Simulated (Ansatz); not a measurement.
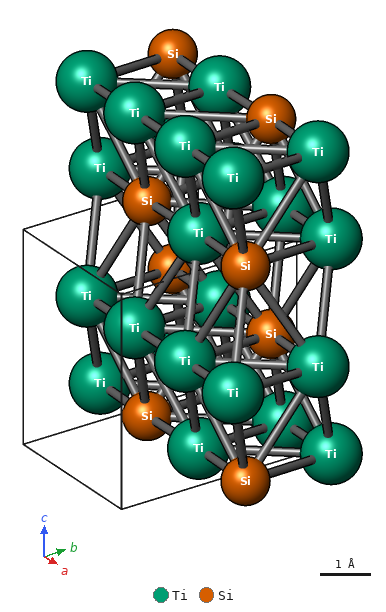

The starting point is crystalline Ti3Si (set up in P6_3/mmc). The picture is a ball-and-stick view of the cell of the calculation, repeated 2 × 1 × 2 with one cell outlined, seen slightly off an axis.

These are results of Ansatz 0.2.0, DFT PBEsol, scalar-relativistic, plane waves, PAW, not measurements. Set-up: plane-wave cutoff 420 eV; k-point mesh 6 × 6 × 8; occupations gaussian; smearing width 0.1 eV; no spin polarisation.

The variant: The crystal is put under a hydrostatic pressure of 5 GPa. Cell and atoms are relaxed at that pressure.

**What is the effect?**

It costs 7.4 meV per atom. The pressure goes from 0.0 to 5.0 GPa. Both are metals. The volume changes by −3.2 %, with a = b 5.584 → 5.520 Å (−1.1 %), c 4.473 → 4.430 Å (−1.0 %). The atoms keep their places relative to the cell (all moves are under 0.005 Å). Some distances before and after: Ti–Ti 2.874 → 2.840 Å, Si–Ti 2.792 → 2.760 Å, Ti–Ti 2.709 → 2.680 Å, Ti–Ti 2.785 → 2.756 Å. The space group stays P6_3/mmc (No. 194).
